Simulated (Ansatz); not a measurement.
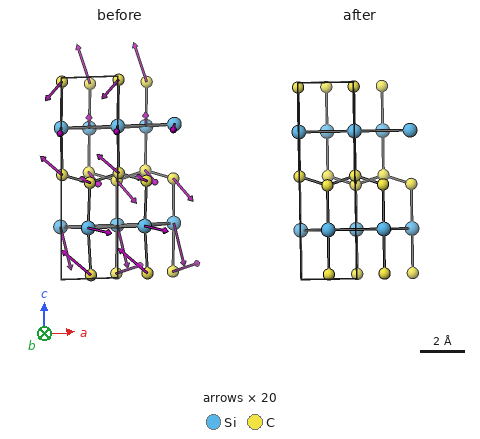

The structure of solid SiC2 (a generated structure, set up in P1) (coarse preliminary run) before (left) and after (right) a relaxation, at one scale. The purple arrows give the displacements (the part carried along by the change of the cell is left out), 20 times their true length.

Style: ball-and-stick. Shown: the cell of the calculation, repeated 2 × 1 × 1 with one cell outlined, along the b axis.

These are results of DFT PBE, scalar-relativistic, plane waves, PAW in Ansatz, not measurements.

Input file:
```yaml
crystal:
  lattice:
    - [2.5963244837, -0.0233022295, 0.0444671351]
    - [-0.0403606455, 4.4155458804, -0.0061439573]
    - [0.1572141141, -0.0125412246, 9.2369005405]
  atoms:
    - { symbol: Si, position: [1.000822671, 0.3536796128, 0.7516802739] }
    - { symbol: Si, position: [0.5001117612, 0.8376395458, 0.7460812857] }
    - { symbol: Si, position: [0.4781850007, 0.1783891354, 0.2515377696] }
    - { symbol: Si, position: [-0.0089923994, 0.6625322342, 0.2613146354] }
    - { symbol: C, position: [1.0158584551, 0.3259448773, 0.9814872035] }
    - { symbol: C, position: [0.5113704731, 0.829027348, 0.9662437123] }
    - { symbol: C, position: [1.0200285609, 0.3261136541, 0.5184539865] }
    - { symbol: C, position: [0.4896131425, 0.8504518937, 0.5270201299] }
    - { symbol: C, position: [0.5089132058, 0.1527899732, 0.4754143951] }
    - { symbol: C, position: [-0.0180298407, 0.673672982, 0.482626391] }
    - { symbol: C, position: [0.5265004313, 0.1634699949, 0.0168913427] }
    - { symbol: C, position: [-0.0243814616, 0.6462887486, 0.0212488744] }
basis:
  ecutwfc: 420
kpoints:
  mp_grid: { grid: [8, 6, 4] }
hamiltonian:
  xc: pbe
scf:
  occupations: { method: gaussian, width: 0.2 }
  lower_state_search: "off"
output:
  forces: true
  stress: true
  eigenvalues: true
relax:
  adjacent_minimum: "off"
  f_tol: 0.025
  max_steps: 60
  cell: { stress_tol: 0.25 }
```

Launched with:
```bash
ansatz run input.yaml --threads 1 --pin off --max-ram 2560MiB --backend cpu --events-out ev --progress --plain --runs-dir out
```

**Summarise the run.**

Over 6 accepted moves (8 points after the start) the energy falls by 101 meV per atom. Largest force component: 4 eV/Å at the start, 0.0037 eV/Å at the end. The pressure goes from −7.57 to 0.04 GPa. The SCF was repeated twice at an unchanged geometry on a basis and grid sized afresh for the cell, which shifted the energy by 0.8 meV per atom at most. The largest move relative to the cell is that of C12, 0.11 Å roughly along [1 1 0]. Largest moves by element: C 0.11 Å, Si 0.11 Å. Cell: a 2.597 → 2.549 Å (−1.8 %), b 4.416 → 4.399 Å (−0.4 %), c 9.238 → 9.014 Å (−2.4 %), α 90.2° → 90.0°, β 88.0° → 90.0°, γ 91.0° → 90.0°. Volume −4.5 %. Among the contacts that change: Si4–C12 2.220 → 2.042 Å, C6–C12 1.661 → 1.529 Å, Si3–C11 2.168 → 2.042 Å, Si3–Si4 2.663 → 2.542 Å. Bond angles that change, for instance: C7–C10–C8 120.4° → 112.5°, Si1–C7–C10 99.1° → 106.2°, Si3–C9–C8 112.8° → 106.2°. The space group (tolerance 0.01 Å) goes from P1 (No. 1) to Cmcm (No. 63). Cost: 2.4 min on 1 thread of Intel(R) Xeon(R) 6975P-C (Granite Rapids) (shared host), peak memory 0.6 GiB.
